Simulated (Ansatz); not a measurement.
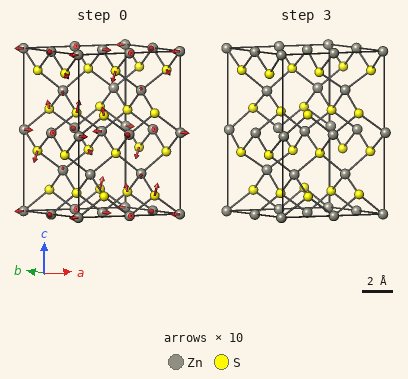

The structure of a defect cell of composition Zn₇S₈ (cell charge −1) before (left) and after (right) a relaxation, at one scale. The red arrows give the displacements, magnified 10 times.

The picture is a ball-and-stick view of the conventional cell (2 times the calculation's cell), seen from a free direction. Lengths and directions refer to the drawn axes.

Case: Zn vacancy (site a), charge -1, atoms relaxed at the host's cell.

Computed with DFT PBE, scalar-relativistic, plane waves, PAW in Ansatz. Settings: plane-wave cutoff 420 eV; k-point mesh 2 × 2 × 2; occupations gaussian; smearing width 0.01 eV; collinear spin; atoms relaxed in a fixed cell; force threshold 0.025 eV/Å; at most 45 steps.

Summarise the run.

The atom that moves furthest is an S atom (0.097 Å along [0 −1 2]). Largest moves by element: S 0.097 Å, Zn 0.067 Å. The cell stays as it was. Near-neighbour distances that change, for instance: S–Zn 2.360 → 2.323 Å, S–Zn 2.374 → 2.405 Å, S–Zn 2.305 → 2.323 Å, S–Zn 2.364 → 2.371 Å. Bond angles that change, for instance: S–Zn–S 109.2° → 115.0°, Zn–S–Zn 111.8° → 106.6°, S–Zn–S 110.0° → 115.2°. Over 3 geometry steps the energy falls by 99.9 meV per cell of the calculation. Largest force component: 0.5 eV/Å at the start, 0.017 eV/Å at the end.

Limits of the set-up: the k-point mesh is coarse for a cell with partly filled bands; the periodic images lie only 7.7 Å apart, so the values are limited by the cell's size; the cell is charged, on a uniform background, and energies carry no finite-size correction.
